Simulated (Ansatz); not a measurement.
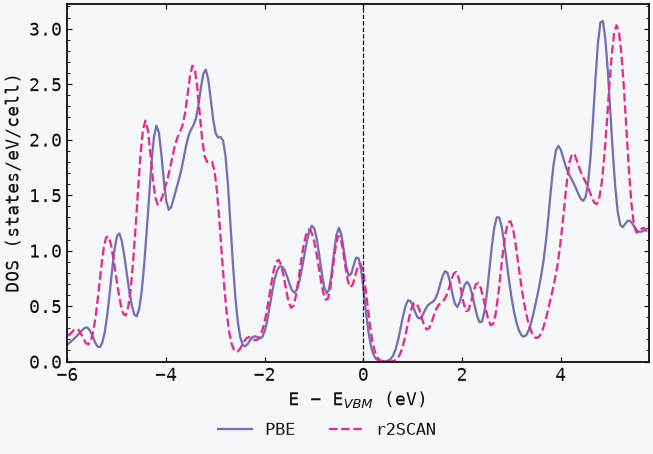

Total densities of states of SnO, space group I4/mmm, 2 atoms in the cell, rocksalt type, uniaxial (z) strain +1.6%, by two methods on the same cell. The curves are built from the levels of the k mesh with Gaussians 0.3 eV wide, which also blur the band edges. Each is counted from its own valence-band top.

### What changes from one method to the other?

PBE gives a gap of 0.84 eV and r2SCAN gives a gap of 0.96 eV. In the window shown, the tallest filled peak lies at −3.2 eV in PBE and −3.5 eV in r2SCAN.

Settings. PBE: DFT, PBE, plane waves, PAW, no spin polarisation, 8×8×8 k mesh, 420 eV cutoff, Fermi-Dirac smearing of 0.02 eV (Ansatz). r2SCAN: DFT, r2SCAN, plane waves, PAW, no spin polarisation, 8×8×8 k mesh, 500 eV cutoff, Fermi-Dirac smearing of 0.02 eV (Ansatz 0.2.0).
